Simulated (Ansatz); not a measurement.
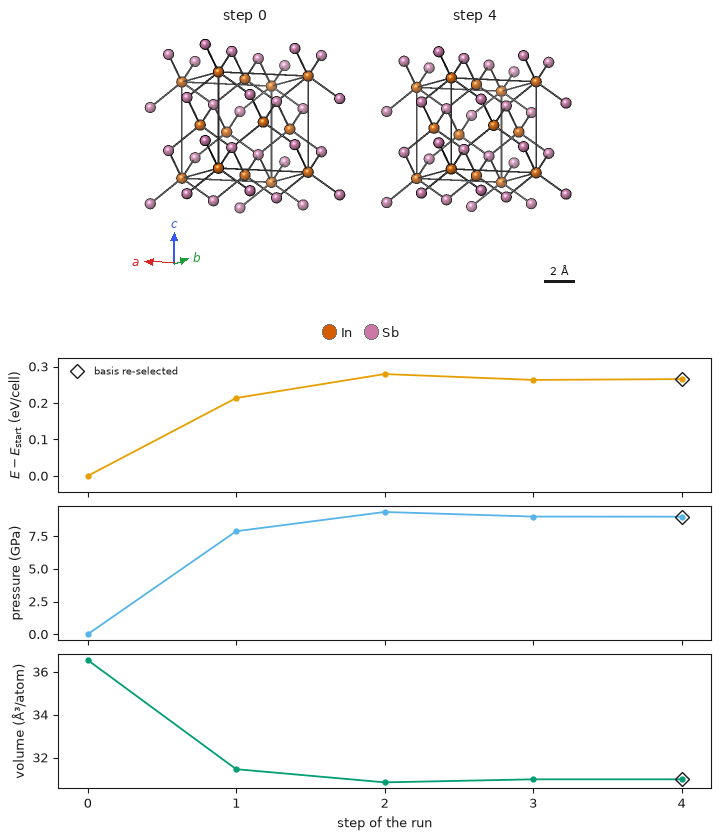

First and last geometry of a relaxation of a crystal of InSb (set up in F-43m), with the history of the run. The picture is a ball-and-stick view of the conventional cell (4 times the calculation's cell), seen from a free direction. Lengths and directions refer to the drawn axes.

Case: relaxed at 9 GPa.

Method: Ansatz, DFT PBE, scalar-relativistic, plane waves, PAW.

Input file:
```yaml
crystal:
  lattice:
    - [0.0, 3.318574083, 3.318574083]
    - [3.318574083, 0.0, 3.318574083]
    - [3.318574083, 3.318574083, 0.0]
  atoms:
    - { symbol: In, position: [0.0, 0.0, 0.0] }
    - { symbol: Sb, position: [0.75, 0.75, 0.75] }
basis:
  ecutwfc: 420
kpoints:
  mp_grid: { grid: [12, 12, 12] }
hamiltonian:
  xc: pbe
scf:
  occupations: { method: fermi_dirac, width: 0.15 }
output:
  forces: true
  stress: true
  eigenvalues: true
relax:
  adjacent_minimum: "off"
  f_tol: 0.001
  max_steps: 60
  cell: { stress_tol: 0.02, p_target: 9.0 }
```

Command:
```bash
ansatz run input.yaml --threads 1 --pin off --max-ram 3072MiB --backend cpu --events-out ev --progress --plain --runs-dir out
```

Question: Did the run converge, and what did it change?

Answer: It converged. After 3 accepted moves (4 points after the start) the energy has risen by 0.266 eV per cell of the calculation. With the target pressure of 9 GPa, the enthalpy E + pV changes by −0.359 eV per cell of the calculation. All forces vanish by symmetry, so only the cell relaxes. Pressure: 0.00 GPa at the start and 8.98 GPa at the end. At 1 point the geometry stayed and the basis and grid were re-selected for the new cell (energy shift of 2.3 meV per cell of the calculation at most each time). No atom moves by more than 0.005 Å relative to the cell. Cell: a = b = c 6.637 → 6.282 Å (−5.4 %). Volume −15.2 %. Some distances before and after: In1–Sb2 2.874 → 2.720 Å. The space group stays F-43m (No. 216). Cost: 100 s on 1 thread of AMD EPYC (Zen 3), with other jobs on the host, peak memory 0.46 GiB.
